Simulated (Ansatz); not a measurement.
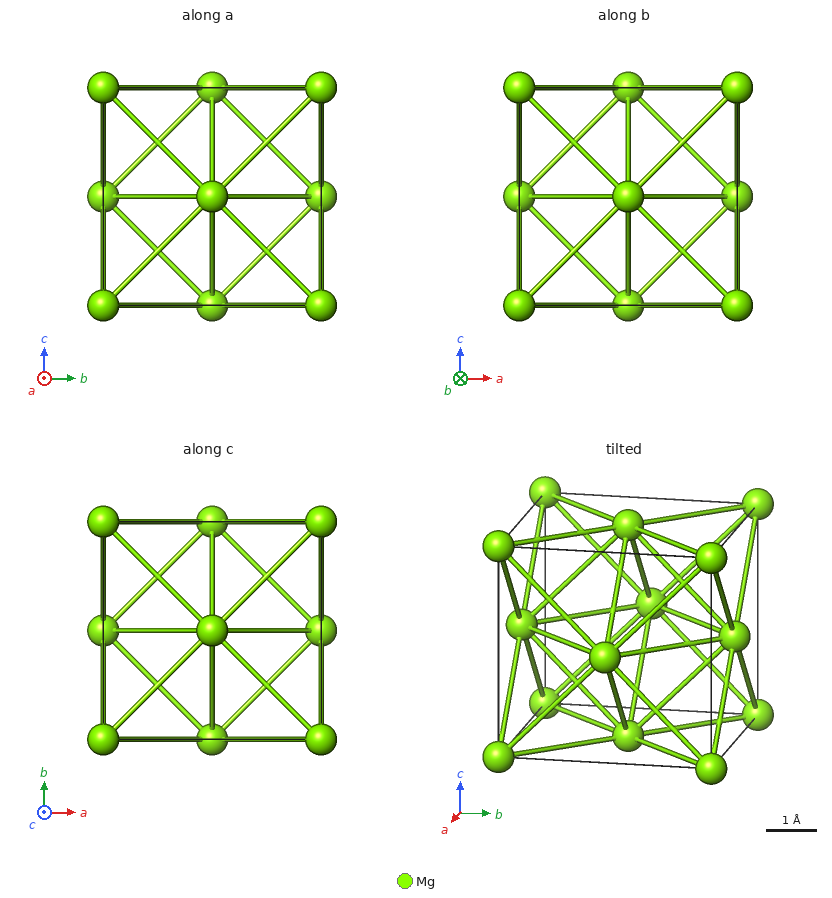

The crystal in a ball-and-stick representation, seen along the a axis, along the b axis, along the c axis and slightly off an axis. The edges of the conventional unit cell are marked.

Lattice parameters: a = 4.4347 Å, b = 4.4347 Å, c = 4.4347 Å, α = 90.000°, β = 90.000°, γ = 90.000°.

> Convert the drawing into a CIF with its space group and independent sites.

```cif
data_structure
_symmetry_space_group_name_H-M 'F m -3 m'
_symmetry_Int_Tables_number 225
_cell_length_a 4.4347
_cell_length_b 4.4347
_cell_length_c 4.4347
_cell_angle_alpha 90.000
_cell_angle_beta 90.000
_cell_angle_gamma 90.000
_cell_volume 87.21
loop_
_atom_site_label
_atom_site_type_symbol
_atom_site_symmetry_multiplicity
_atom_site_Wyckoff_symbol
_atom_site_fract_x
_atom_site_fract_y
_atom_site_fract_z
_atom_site_occupancy
Mg1 Mg 4 a 0.0000 0.0000 0.0000 1
```

Starting structure: a structure type filled with this element by a generator (whether the element takes this form wasn't checked). Earlier steps of the study may have refined or changed the cell and positions. It was run through Ansatz as a DFT input.
